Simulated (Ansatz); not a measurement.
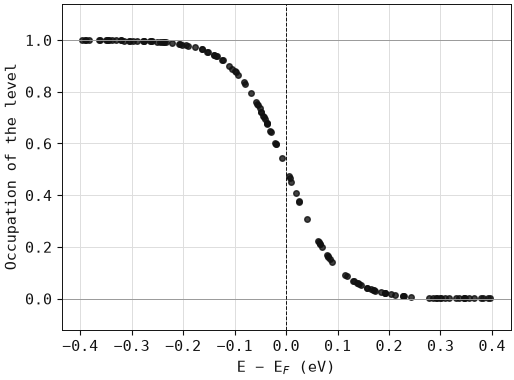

Occupations of the one-electron levels of the k mesh against their energy, from a run on MnO, space group I4/mmm, 2 atoms in the cell, with Ansatz.

Which smearing scheme was used (Fermi-Dirac, Gaussian, Methfessel-Paxton or cold), and about what width?

Answer. Fermi-Dirac smearing with a width of 0.05 eV. The occupations stay between 0 and 1 and have long exponential tails; the slope at the Fermi level is 1/(4 × width).
